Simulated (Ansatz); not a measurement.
# Two runs on C

System: C (Fd-3m, 6 atoms in the cell).
Method of run A: DFT, PBEsol, all-electron LAPW, scalar-relativistic, no spin polarisation (Ansatz 0.2.0).

Text and figures count atoms from 1; the logs count them from 0 in places.

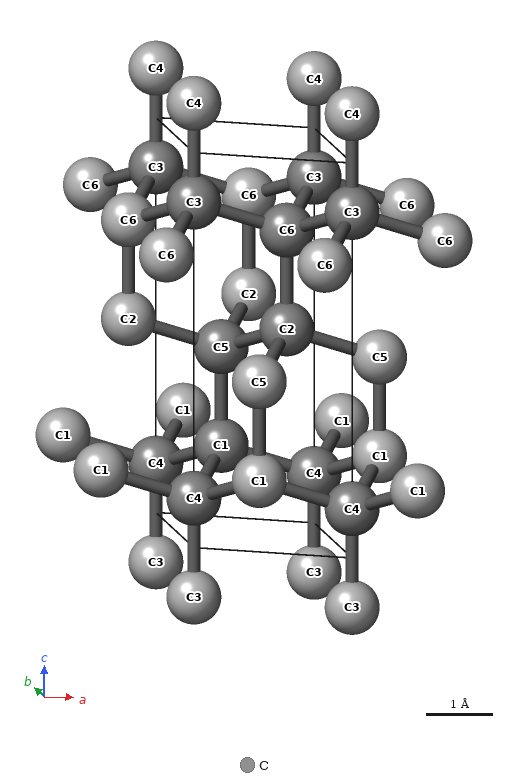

The input geometry (ball-and-stick view of the cell of the calculation, seen slightly off an axis; neighbours outside the cell are drawn fainter; atoms are numbered from 1 in the order of the input). An atom can appear more than once, as a periodic image.

### Input file, run A
```yaml
crystal:
  lattice:
    - [0.0, 1.7769057192, -1.7769057192]
    - [-1.7769057192, 0.0, 1.7769057192]
    - [3.5538114383, 3.5538114383, 3.5538114383]
  atoms:
    - { symbol: C, position: [0.333333333, 0.666666667, 0.208333333] }
    - { symbol: C, position: [0.666666667, 0.333333333, 0.541666667] }
    - { symbol: C, position: [0.0, 0.0, 0.875] }
    - { symbol: C, position: [0.0, 0.0, 0.125] }
    - { symbol: C, position: [0.333333333, 0.666666667, 0.458333333] }
    - { symbol: C, position: [0.666666667, 0.333333333, 0.791666667] }
kpoints:
  mp_grid: { grid: [12, 12, 4] }
scf:
  occupations: { method: fermi_dirac, width: 0.02 }
hamiltonian:
  xc: pbesol
  pseudopotentials: { kind: all_electron, lapw: { basis_error: 0.001 } }
output:
  forces: true
  stress: true
  eigenvalues: true
```

Command:
```bash
ansatz run input.yaml --threads 2 --pin off --max-ram 4096MiB --backend cpu --events-out ev --progress --plain --runs-dir out
```

Hardware: 2 threads of Arm Neoverse N1, 24 GiB of memory available, shared host.

### Output, shortened to warnings, some set-up lines, iterations and results (run A)
```
Basis set: ecut = 452.3964650830547 eV, 771 PW (Γ), exchange–correlation at level 2
Symmetry: 36 space group operations
k-points: 69 of 576
Initial density: superposition of atomic densities (chi_scale 0.1, normalization cell)
[...]
SCF iter   1: F=—  HF=-6197.708126 eV  |F-HF|=—  |Δ(HF+E_count)|=         —  Δρ=1.38e-1  dr2=4.56e0  ethr=1.26e-2  ⟨swp⟩=2.1  Hψ=12202  notcnv=0
SCF iter   2: F=—  HF=-6195.825874 eV  |F-HF|=—  |Δ(HF+E_count)|=    1.88e0  Δρ=5.36e-2  dr2=6.37e-1  ethr=1.26e-2  ⟨swp⟩=3.0  Hψ=4390  notcnv=0
SCF iter   3: F=—  HF=-6195.591587 eV  |F-HF|=—  |Δ(HF+E_count)|=   2.34e-1  Δρ=4.00e-3  dr2=1.56e-3  ethr=4.32e-6  ⟨swp⟩=3.1  Hψ=8906  notcnv=0  defer=2
SCF iter   4: F=—  HF=-6195.591752 eV  |F-HF|=—  |Δ(HF+E_count)|=   1.65e-4  Δρ=2.93e-4  dr2=1.20e-5  ethr=4.32e-6  ⟨swp⟩=2.0  Hψ=3857  notcnv=0
SCF iter   5: F=-6195.591757 eV  HF=-6195.591757 eV  |F-HF|=4.72e-8  |Δ(HF+E_count)|=   5.10e-6  Δρ=1.95e-5  dr2=4.05e-8  ethr=3.33e-8  ⟨swp⟩=3.0  Hψ=4192  notcnv=0
SCF 1 converged in 5 iterations: F = -6195.591757 eV  dr2 = 4.05e-8
SCF converged after 5 iterations
Free energy (F): -6195.591757 eV
Harris-Foulkes:  -6195.591757 eV  (|F-HF|=4.72e-8)
Internal energy: -6195.591757 eV  (E = F + TS)
E sigma→0 (E₀):  -6195.591757 eV
Fermi energy:    15.847444 eV
--- Per-component energies (eV) ---
  E_band       = -2893.453754
  E_kinetic    = 6169.601953
  E_xc         = -860.423037
  E_electrostatic = -11504.770673  (all electrons and nuclei)
  E_smearing   = -0.000000  (= −TS)
  E_closure    = 0.000000  (closes the sum)
  E_atoms      = -6137.804150  (free atoms, spherical and without spin; not in F)
  Σ components = -6195.591757   (vs F -6195.591757, Δ=0.00e0)
  Basis errors (estimates in eV, not in F): energy 6.6e-4 per atom: plane waves 6.2e-4 (3.9e-4 summed), levels above the bands 1.4e-135, relativity 4.4e-9, radial functions 4.1e-5, core shells 0.0e0; eigenvalues (radial functions only) 1.6e-6; not estimated: angular momenta, meshes, grids; target …
--- Forces (eV/Å), atoms counted from 1 ---
  atom   1  C      0.00008529     0.00008529     0.00008529
  atom   2  C      0.00008529     0.00008529     0.00008529
  atom   3  C      0.00008529     0.00008529     0.00008529
  atom   4  C     -0.00008529    -0.00008529    -0.00008529
  atom   5  C     -0.00008529    -0.00008529    -0.00008529
  atom   6  C     -0.00008529    -0.00008529    -0.00008529
  max |Σ_I F_I| component: 7.40e-17 eV/Å
--- Stress (GPa, compression-positive) ---
        0.031917      -0.001779      -0.001779
       -0.001779       0.031917      -0.001779
       -0.001779      -0.001779       0.031917
  P = ⅓ Tr σ = 0.0319 GPa (0.319 kbar)
```

The input of run B differs as follows (lines with − go, lines with + come):
```diff
-  xc: pbesol
+  xc: pbe
+accuracy: high
```

Predict how the results change.

The total energies belong to different methods, so their difference says nothing on which is more stable or more accurate. The gap on the mesh goes from 4.11 to 4.23 eV. The pressure goes from 0.03 to 6.65 GPa. The functional changes from PBEsol to PBE. The number of SCF iterations is the same.

### Output, shortened to warnings, some set-up lines, iterations and results (run B)
```
Basis set: ecut = 452.14694445497224 eV, 771 PW (Γ), exchange–correlation at level 2
Symmetry: 36 space group operations
k-points: 69 of 576
Initial density: superposition of atomic densities (chi_scale 0.1, normalization cell)
[...]
SCF iter   1: F=—  HF=-6222.279788 eV  |F-HF|=—  |Δ(HF+E_count)|=         —  Δρ=1.37e-1  dr2=4.53e0  ethr=1.25e-2  ⟨swp⟩=2.1  Hψ=12204  notcnv=0
SCF iter   2: F=—  HF=-6220.590358 eV  |F-HF|=—  |Δ(HF+E_count)|=    1.69e0  Δρ=5.50e-2  dr2=6.72e-1  ethr=1.25e-2  ⟨swp⟩=3.0  Hψ=4323  notcnv=0  defer=1
SCF iter   3: F=—  HF=-6220.390796 eV  |F-HF|=—  |Δ(HF+E_count)|=   2.00e-1  Δρ=4.28e-3  dr2=2.01e-3  ethr=5.63e-6  ⟨swp⟩=3.1  Hψ=8846  notcnv=0  defer=2
SCF iter   4: F=—  HF=-6220.392231 eV  |F-HF|=—  |Δ(HF+E_count)|=         —  Δρ=3.01e-4  dr2=1.01e-5  ethr=5.58e-6  ⟨swp⟩=3.0  Hψ=4339  notcnv=0
SCF iter   5: F=-6220.392252 eV  HF=-6220.392251 eV  |F-HF|=1.99e-7  |Δ(HF+E_count)|=   2.07e-5  Δρ=3.01e-5  dr2=8.85e-8  ethr=2.81e-8  ⟨swp⟩=3.0  Hψ=4489  notcnv=0
SCF 1 converged in 5 iterations: F = -6220.392252 eV  dr2 = 8.85e-8
SCF converged after 5 iterations
Free energy (F): -6220.392252 eV
Harris-Foulkes:  -6220.392251 eV  (|F-HF|=1.99e-7)
Internal energy: -6220.392252 eV  (E = F + TS)
E sigma→0 (E₀):  -6220.392252 eV
Fermi energy:    15.936481 eV
--- Per-component energies (eV) ---
  E_band       = -2908.201544
  E_kinetic    = 6201.618590
  E_xc         = -887.223592
  E_electrostatic = -11534.787250  (all electrons and nuclei)
  E_smearing   = -0.000000  (= −TS)
  E_closure    = 0.000000  (closes the sum)
  E_atoms      = -6165.796942  (free atoms, spherical and without spin; not in F)
  Σ components = -6220.392252   (vs F -6220.392252, Δ=0.00e0)
  Basis errors (estimates in eV, not in F): energy 6.4e-4 per atom: plane waves 6.2e-4 (3.9e-4 summed), levels above the bands 4.3e-135, relativity 1.1e-8, radial functions 1.9e-5, core shells 0.0e0; eigenvalues (radial functions only) 1.6e-6; not estimated: angular momenta, meshes, grids; target …
--- Forces (eV/Å), atoms counted from 1 ---
  atom   1  C      0.00008957     0.00008957     0.00008957
  atom   2  C      0.00008957     0.00008957     0.00008957
  atom   3  C      0.00008957     0.00008957     0.00008957
  atom   4  C     -0.00008957    -0.00008957    -0.00008957
  atom   5  C     -0.00008957    -0.00008957    -0.00008957
  atom   6  C     -0.00008957    -0.00008957    -0.00008957
  max |Σ_I F_I| component: 2.46e-17 eV/Å
--- Stress (GPa, compression-positive) ---
        6.647565      -0.001711      -0.001711
       -0.001711       6.647565      -0.001711
       -0.001711      -0.001711       6.647565
  P = ⅓ Tr σ = 6.6476 GPa (66.476 kbar)
```

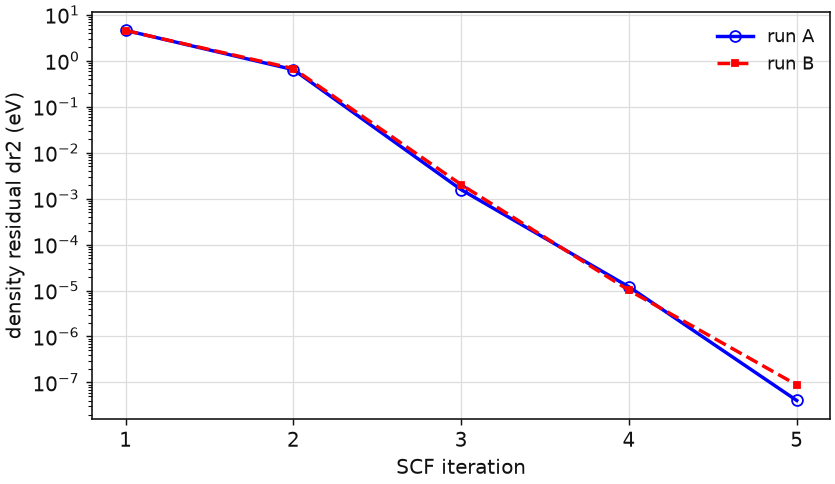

Convergence of the two runs: density residual dr2 against the SCF iteration. Run A takes 5 iterations in all, and run B takes 5.

### The two runs side by side

| quantity | run A | run B |
| --- | --- | --- |
| outcome | converged | converged |
| free energy per atom (eV) | −1032.5986 | −1036.7320 |
| gap on the mesh (eV) | 4.11 | 4.23 |
| pressure (GPa) | 0.03 | 6.65 |
| largest force (eV/Å) | 0.000 | 0.000 |
| SCF iterations | 5 | 5 |
| irreducible k-points | 69 | 69 |
| plane waves at Γ | 771 | 771 |
| wall time (shared host) | 20 s | 20 s |

For run B: The cell is under a pressure of 6.6 GPa at this level, so it is not at its equilibrium volume.
